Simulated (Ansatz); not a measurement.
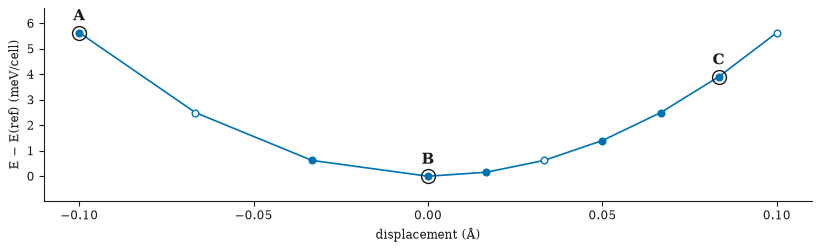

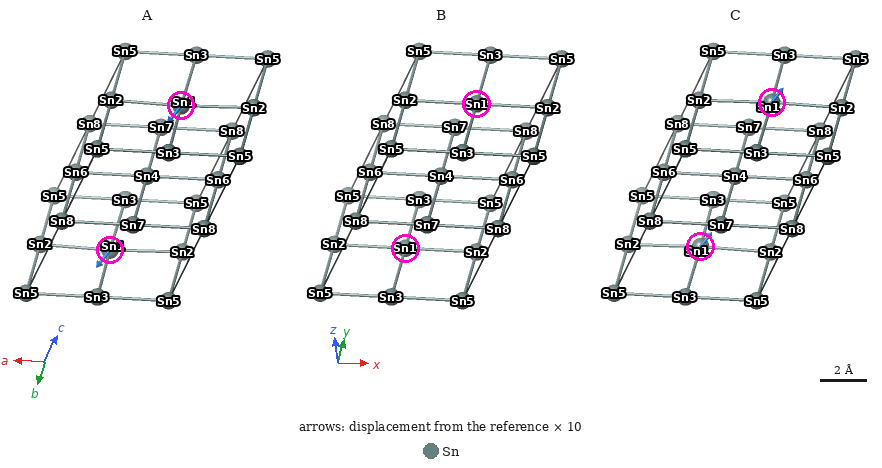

A scan of crystalline Sn (I4/mmm): Sn1 (one in each cell of 8 atoms) is moved along Cartesian [1 1 1], all else fixed. The lettered frames are marked on the plot. Hollow markers are points alike by symmetry, not computed again. A ball-and-stick model of the cell of the calculation, seen from a free direction. The ringed atoms are those of the scanned coordinate. Blue arrows: displacements from the reference.

The calculation used DFT PBEsol, scalar-relativistic, plane waves, PAW (Ansatz). Set-up: plane-wave cutoff 420 eV; k-point mesh 10 × 10 × 10; occupations gaussian; smearing width 0.15 eV; no spin polarisation. Energies (free energies at the smearing named) are counted from the cell as listed in its source, which wasn't relaxed.

Question: What does the scan show?

Answer: The lowest computed point lies at the displacement 0.00 Å (0.00 meV/cell). The end points stand at 5.63 meV/cell (−0.10 Å) and 5.63 meV/cell (0.10 Å). The curvature at zero is about 1.1 eV/Å². The well is symmetric. At the highest point the shortest interatomic distance is 3.12 Å, against 3.18 Å in the reference. The distortion takes the space group from I4/mmm to Cm.
